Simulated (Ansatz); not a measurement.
**Geometry relaxation, with input and output: Si12N (part 4 of 4)**

Si12N (slab, 26 atoms in the cell); DFT PBE, scalar-relativistic, plane waves, PAW, no spin polarisation (Ansatz 0.2.0); cutoff 420 eV, 3×3×1 k-mesh, Gaussian smearing of 0.05 eV. The structure derives from an entry of the Crystallography Open Database. The input holds or restrains some coordinates. It belongs to a series of runs on one base structure; here: 1 N2 a cell, flat, over a bridge Si-Si site.

Trajectory as extended XYZ, continued:
```
26
Lattice="7.7354 0.0000 0.0000 -3.8677 6.6991 0.0000 0.0000 0.0000 25.1054" Properties=species:S:1:pos:R:3:forces:R:3 step=13 energy=-16017.79794
Si    3.8677    2.2330    8.0000   -0.0016   0.0402   0.5939
Si    1.9339    5.5826    8.0000   -0.0422  -0.0633   0.5892
Si    0.0000    2.2330    8.0000    0.0000   0.0790   0.5325
Si   -1.9339    5.5826    8.0000    0.0377  -0.0621   0.5803
Si    1.9339    3.3495    8.7895   -0.0155  -0.0216  -0.7555
Si    3.8677    0.0000    8.7895   -0.0109  -0.0052  -0.9004
Si   -1.9339    3.3495    8.7895    0.0152  -0.0106  -0.7169
Si    0.0000    0.0000    8.7895    0.0110   0.0202  -0.8477
Si   -1.9339    3.3495   11.1580   -0.0236  -0.0057   0.1541
Si    0.0000    0.0000   11.1580   -0.0047   0.0022   0.3247
Si    1.9339    3.3495   11.1580    0.0219  -0.0028   0.1837
Si    3.8677    0.0000   11.1580    0.0012   0.0259   0.2956
Si    3.8679    4.4624   11.9404    0.0050   0.0064  -0.0180
Si    5.7997    1.1194   11.9221    0.0117   0.0034  -0.0106
Si   -0.0005    4.4630   11.9361    0.0014  -0.0011  -0.0123
Si    1.9354    1.1197   11.9185   -0.0113   0.0051  -0.0062
Si   -0.0196    4.3644   14.3656   -0.0885   0.0524  -0.0200
Si    1.9696    1.2031   14.3342    0.0516  -0.0522   0.0201
Si    3.8551    4.3091   14.3657    0.0765  -0.0104   0.0437
Si    5.7456    1.2041   14.3416   -0.0804   0.0320  -0.0050
Si   -1.9676    5.5963   14.7216   -0.0006  -0.0125  -0.0526
Si   -0.0094    2.1613   15.1378    0.0153  -0.0275   0.0935
Si    1.9325    5.5903   14.6169    0.0253   0.0083   0.0042
Si    3.8536    2.1758   15.4035    0.0071   0.0000  -0.0726
N    -0.8487   -0.1710   19.1468   -0.4939  -0.3963  -0.5428
N    -1.5030   -0.6938   18.4208    0.4928   0.3965   0.5455
26
Lattice="7.7354 0.0000 0.0000 -3.8677 6.6991 0.0000 0.0000 0.0000 25.1054" Properties=species:S:1:pos:R:3:forces:R:3 step=14 energy=-16017.80590
Si    3.8677    2.2330    8.0000   -0.0017   0.0488   0.5881
Si    1.9339    5.5826    8.0000   -0.0276  -0.0638   0.5924
Si    0.0000    2.2330    8.0000    0.0009   0.0738   0.5481
Si   -1.9339    5.5826    8.0000    0.0251  -0.0626   0.5857
Si    1.9339    3.3495    8.7895   -0.0100  -0.0212  -0.7506
Si    3.8677    0.0000    8.7895   -0.0080  -0.0025  -0.9050
Si   -1.9339    3.3495    8.7895    0.0095  -0.0132  -0.7215
Si    0.0000    0.0000    8.7895    0.0080   0.0140  -0.8707
Si   -1.9339    3.3495   11.1580   -0.0146  -0.0023   0.1533
Si    0.0000    0.0000   11.1580   -0.0048   0.0065   0.3272
Si    1.9339    3.3495   11.1580    0.0176   0.0061   0.1745
Si    3.8677    0.0000   11.1580    0.0002   0.0208   0.3102
Si    3.8684    4.4624   11.9414   -0.0034   0.0083  -0.0327
Si    5.8002    1.1201   11.9204    0.0090  -0.0049  -0.0131
Si   -0.0005    4.4623   11.9375    0.0032   0.0052  -0.0139
Si    1.9347    1.1206   11.9174   -0.0070  -0.0040  -0.0166
Si   -0.0108    4.3450   14.3664   -0.0681   0.0486   0.0023
Si    1.9547    1.2027   14.3310    0.0500  -0.0352   0.0307
Si    3.8620    4.3104   14.3654    0.0527  -0.0101   0.0595
Si    5.7650    1.2025   14.3386   -0.0563   0.0283   0.0054
Si   -1.9542    5.5924   14.6972    0.0098  -0.0244  -0.0516
Si   -0.0061    2.1557   15.1984    0.0023  -0.0140   0.0682
Si    1.9354    5.5871   14.6217    0.0064  -0.0025  -0.0104
Si    3.8568    2.1654   15.3684    0.0080   0.0002  -0.0596
N    -0.8579   -0.2029   19.2429   -0.1967  -0.1474  -0.2266
N    -1.5009   -0.6810   18.4825    0.1959   0.1480   0.2270
26
Lattice="7.7354 0.0000 0.0000 -3.8677 6.6991 0.0000 0.0000 0.0000 25.1054" Properties=species:S:1:pos:R:3:forces:R:3 step=15 energy=-16017.80855
Si    3.8677    2.2330    8.0000   -0.0011   0.0668   0.5763
Si    1.9339    5.5826    8.0000    0.0132  -0.0689   0.6065
Si    0.0000    2.2330    8.0000    0.0003   0.0554   0.5943
Si   -1.9339    5.5826    8.0000   -0.0127  -0.0684   0.6042
Si    1.9339    3.3495    8.7895    0.0048  -0.0221  -0.7317
Si    3.8677    0.0000    8.7895   -0.0018   0.0120  -0.8926
Si   -1.9339    3.3495    8.7895   -0.0044  -0.0200  -0.7228
Si    0.0000    0.0000    8.7895    0.0026   0.0034  -0.9087
Si   -1.9339    3.3495   11.1580    0.0044   0.0140   0.1108
Si    0.0000    0.0000   11.1580    0.0018   0.0205   0.3027
Si    1.9339    3.3495   11.1580    0.0056   0.0184   0.1204
Si    3.8677    0.0000   11.1580   -0.0071   0.0143   0.3122
Si    3.8687    4.4628   11.9410   -0.0121  -0.0078  -0.0161
Si    5.8020    1.1210   11.9142    0.0028  -0.0041   0.0229
Si   -0.0001    4.4617   11.9399    0.0002  -0.0003   0.0115
Si    1.9329    1.1215   11.9152    0.0080  -0.0069   0.0059
Si    0.0040    4.2913   14.3690    0.0120   0.0200   0.0539
Si    1.9225    1.2007   14.3287   -0.0036  -0.0050   0.0345
Si    3.8752    4.3110   14.3684   -0.0122   0.0114   0.0386
Si    5.8208    1.2045   14.3302    0.0353  -0.0137   0.0291
Si   -1.9235    5.5785   14.6120    0.0220  -0.0180  -0.0122
Si    0.0072    2.1406   15.3626   -0.0240   0.0156  -0.1031
Si    1.9353    5.5792   14.5948   -0.0240  -0.0223  -0.0099
Si    3.8717    2.1369   15.2758   -0.0092   0.0041  -0.0209
N    -0.8674   -0.1854   19.3770   -0.0409  -0.0364  -0.0367
N    -1.5120   -0.7348   18.6709    0.0405   0.0382   0.0308
26
Lattice="7.7354 0.0000 0.0000 -3.8677 6.6991 0.0000 0.0000 0.0000 25.1054" Properties=species:S:1:pos:R:3:forces:R:3 step=16 energy=-16017.81163
Si    3.8677    2.2330    8.0000   -0.0002   0.0582   0.5802
Si    1.9339    5.5826    8.0000    0.0050  -0.0669   0.6039
Si    0.0000    2.2330    8.0000    0.0014   0.0534   0.5882
Si   -1.9339    5.5826    8.0000   -0.0060  -0.0658   0.6005
Si    1.9339    3.3495    8.7895    0.0012  -0.0230  -0.7288
Si    3.8677    0.0000    8.7895   -0.0036   0.0099  -0.8981
Si   -1.9339    3.3495    8.7895   -0.0019  -0.0202  -0.7169
Si    0.0000    0.0000    8.7895    0.0023   0.0064  -0.9057
Si   -1.9339    3.3495   11.1580    0.0055   0.0059   0.1222
Si    0.0000    0.0000   11.1580   -0.0018   0.0230   0.3141
Si    1.9339    3.3495   11.1580   -0.0079   0.0074   0.1307
Si    3.8677    0.0000   11.1580   -0.0027   0.0204   0.3197
Si    3.8681    4.4626   11.9403   -0.0038  -0.0150   0.0140
Si    5.8016    1.1203   11.9165   -0.0046  -0.0001   0.0217
Si   -0.0004    4.4630   11.9425    0.0083  -0.0194   0.0260
Si    1.9333    1.1202   11.9160   -0.0009   0.0030   0.0326
Si   -0.0106    4.2764   14.3791   -0.0043   0.0107  -0.0176
Si    1.9155    1.1731   14.3366   -0.0149   0.0035  -0.0644
Si    3.8581    4.2867   14.3741    0.0008  -0.0029  -0.0140
Si    5.7947    1.1791   14.3355   -0.0065  -0.0064  -0.0530
Si   -1.9423    5.5518   14.6091    0.0125  -0.0010   0.0108
Si   -0.0131    2.1159   15.3268    0.0210   0.0166  -0.0032
Si    1.9213    5.5547   14.5866   -0.0167  -0.0023   0.0123
Si    3.8528    2.1182   15.2908    0.0192   0.0044   0.0255
N    -0.8775   -0.1917   19.3422   -0.1790  -0.1550  -0.2648
N    -1.4254   -0.6618   18.5060    0.1777   0.1552   0.2640
26
Lattice="7.7354 0.0000 0.0000 -3.8677 6.6991 0.0000 0.0000 0.0000 25.1054" Properties=species:S:1:pos:R:3:forces:R:3 step=17 energy=-16017.81321
Si    3.8677    2.2330    8.0000   -0.0010   0.0602   0.5838
Si    1.9339    5.5826    8.0000   -0.0010  -0.0630   0.6055
Si    0.0000    2.2330    8.0000    0.0007   0.0618   0.5820
Si   -1.9339    5.5826    8.0000    0.0023  -0.0620   0.6016
Si    1.9339    3.3495    8.7895   -0.0007  -0.0237  -0.7309
Si    3.8677    0.0000    8.7895   -0.0028   0.0042  -0.9041
Si   -1.9339    3.3495    8.7895    0.0008  -0.0206  -0.7152
Si    0.0000    0.0000    8.7895    0.0029   0.0051  -0.9032
Si   -1.9339    3.3495   11.1580    0.0066   0.0140   0.1316
Si    0.0000    0.0000   11.1580   -0.0074  -0.0053   0.3074
Si    1.9339    3.3495   11.1580    0.0005   0.0100   0.1357
Si    3.8677    0.0000   11.1580   -0.0047  -0.0060   0.3068
Si    3.8679    4.4617   11.9427   -0.0022   0.0101   0.0024
Si    5.8008    1.1198   11.9143    0.0114   0.0159  -0.0115
Si    0.0006    4.4621   11.9443   -0.0062   0.0054  -0.0004
Si    1.9335    1.1197   11.9137    0.0093   0.0202  -0.0128
Si    0.0023    4.3112   14.3783    0.0031   0.0004  -0.0114
Si    1.9443    1.2060   14.3235    0.0074   0.0057   0.0439
Si    3.8765    4.3138   14.3760   -0.0020  -0.0027  -0.0101
Si    5.8062    1.2050   14.3251    0.0087   0.0102   0.0364
Si   -1.9272    5.5866   14.6206   -0.0011  -0.0033  -0.0043
Si    0.0085    2.1431   15.3016   -0.0119  -0.0134  -0.0133
Si    1.9385    5.5823   14.5945    0.0047  -0.0029  -0.0036
Si    3.8765    2.1490   15.3096   -0.0164  -0.0206  -0.0160
N    -0.9031   -0.2324   19.3758   -0.0034  -0.0031   0.0010
N    -1.4079   -0.6190   18.4755    0.0030   0.0039   0.0001
26
Lattice="7.7354 0.0000 0.0000 -3.8677 6.6991 0.0000 0.0000 0.0000 25.1054" Properties=species:S:1:pos:R:3:forces:R:3 step=18 energy=-16017.81353
Si    3.8677    2.2330    8.0000    0.0001   0.0572   0.5827
Si    1.9339    5.5826    8.0000    0.0008  -0.0666   0.6055
Si    0.0000    2.2330    8.0000    0.0012   0.0551   0.5842
Si   -1.9339    5.5826    8.0000   -0.0013  -0.0652   0.6009
Si    1.9339    3.3495    8.7895   -0.0003  -0.0232  -0.7298
Si    3.8677    0.0000    8.7895   -0.0033   0.0077  -0.9010
Si   -1.9339    3.3495    8.7895   -0.0009  -0.0203  -0.7170
Si    0.0000    0.0000    8.7895    0.0028   0.0073  -0.9040
Si   -1.9339    3.3495   11.1580    0.0018   0.0203   0.1221
Si    0.0000    0.0000   11.1580    0.0107   0.0211   0.3141
Si    1.9339    3.3495   11.1580   -0.0052   0.0146   0.1259
Si    3.8677    0.0000   11.1580   -0.0006   0.0136   0.3162
Si    3.8674    4.4623   11.9421    0.0018  -0.0105  -0.0003
Si    5.8019    1.1212   11.9141   -0.0061  -0.0113   0.0045
Si    0.0000    4.4623   11.9433    0.0030  -0.0045  -0.0023
Si    1.9343    1.1215   11.9159   -0.0097  -0.0149   0.0014
Si   -0.0021    4.2885   14.3752   -0.0070  -0.0065   0.0036
Si    1.9218    1.1720   14.3307   -0.0012   0.0008  -0.0224
Si    3.8646    4.2758   14.3727    0.0053  -0.0024   0.0166
Si    5.8004    1.1793   14.3281   -0.0044  -0.0058  -0.0105
Si   -1.9410    5.5506   14.6130    0.0066   0.0067   0.0012
Si   -0.0060    2.1240   15.3088    0.0091  -0.0015   0.0021
Si    1.9357    5.5556   14.5948   -0.0146   0.0013  -0.0023
Si    3.8594    2.1078   15.3002    0.0124   0.0270   0.0073
N    -0.9237   -0.2481   19.3954   -0.0027  -0.0022   0.0017
N    -1.3809   -0.5992   18.4560    0.0018   0.0024  -0.0007
```

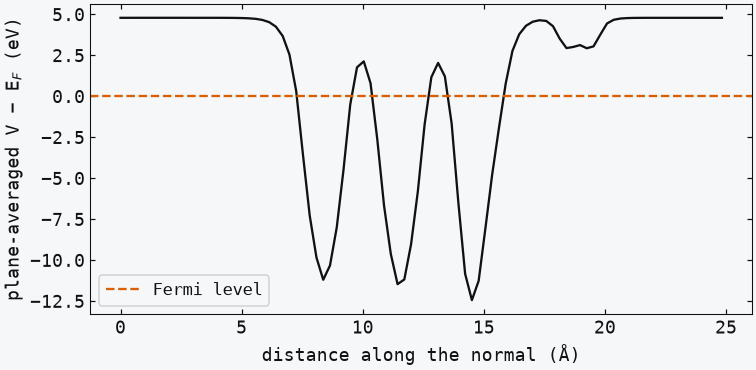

**Figure 1.** Plane average of the electrostatic potential energy of an electron across the cell, from the Fermi level. The vacuum level lies 4.77 eV above the Fermi level.

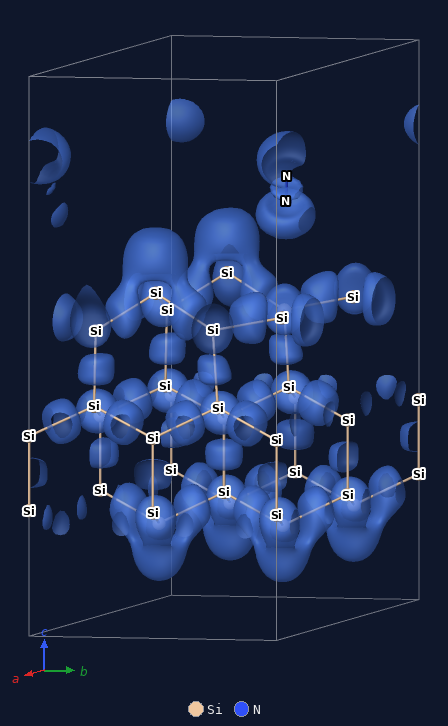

**Figure 2.** Isosurface of the ELF at 0.8 (blue), seen at an oblique angle. Core shells and regions of very low density are left out. Sticks mark near contacts. Counts are for one cell; the picture repeats the cell along the surface. Along the contacts the grid gives the following. N–N (1.10 Å): the ELF peaks at about 0.85 between the atoms (inside overlapping PAW spheres, so only a guide) (a double or triple bond). Si–Si (2.33 Å): the ELF peaks at about 0.95 between the atoms (a covalent bond). In a PAW calculation such maps are meaningful between the atoms, not at the nuclei.

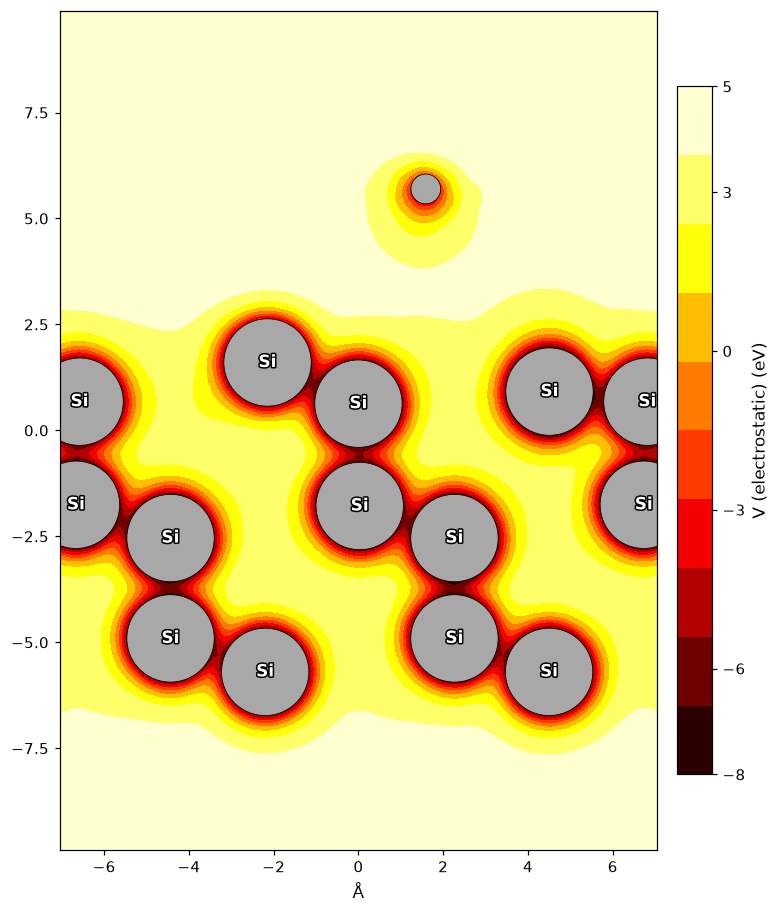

**Figure 3.** Electrostatic potential energy of an electron on the (110) plane of the calculation cell, a cut from vacuum to vacuum. Grey discs, where drawn, cover atomic cores. Atoms in the plane: Si.

Results in brief:

| quantity | value |
| --- | --- |
| outcome | converged under the restraints of the input |
| electrons treated | 106 |
| free energy | −16017.8135 eV |
| work function, top face | 4.77 eV |
| work function, bottom face | 4.78 eV |
| Fermi energy | −0.529 eV |
| gap on the k-point mesh | none (metallic) |
| final volume | 1300.96 Å³ |
| work function (upper face) | 4.77 eV |
| largest force (length of the vector) at the end, held atoms and coordinates included | 0.904 eV/Å |
| hardware | 2 threads of Intel Xeon @ 2.50GHz (Skylake/Cascade Lake), 16 GiB of memory available, shared host |
| wall time | 9.2 min (CPU time 18 min) |
| peak memory | 1.8 GiB |

Remarks:

Warnings of the run: the exchange-correlation potential is rough where the density is thin.
